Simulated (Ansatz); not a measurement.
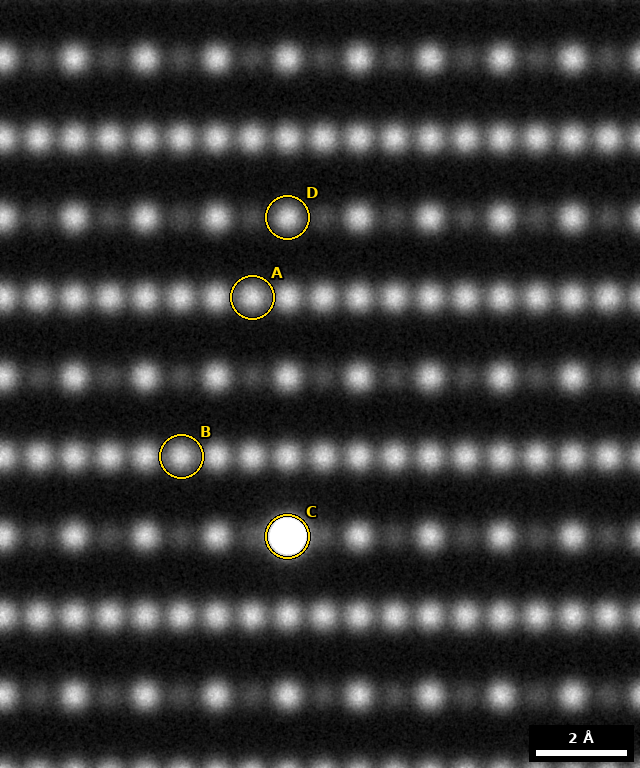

Dark-field STEM-like image of AlNi3 (Pm-3m, No. 221) along [210]. The image is simulated as a sum over atoms of Z^1.8, blurred by a 0.50 Å probe (no channelling). The probe carries 15 % of its weight in a tail 2.5 times as wide. The display is stretched by a gamma of 0.8; percentages refer to the linear signal. Shot noise was added.

The sample is 1 repeat (8.0 Å) thick. One point defect was put into the perfect crystal, without relaxing the atoms around it. Brightness is counted from the darkest point of the image. Host structure: the end point of a relaxation with DFT PBE, scalar-relativistic, plane waves, PAW (Ansatz); the starting structure was generated, so it need not be a known form of this composition.

Which ringed column holds the defect, and does it scatter more or less than its equals?

C; it scatters more. The column holds 1 atom (Ni) through the sample, and one Ni atom is replaced by Pt, so its peak rises to about 640 % of that of its equals.
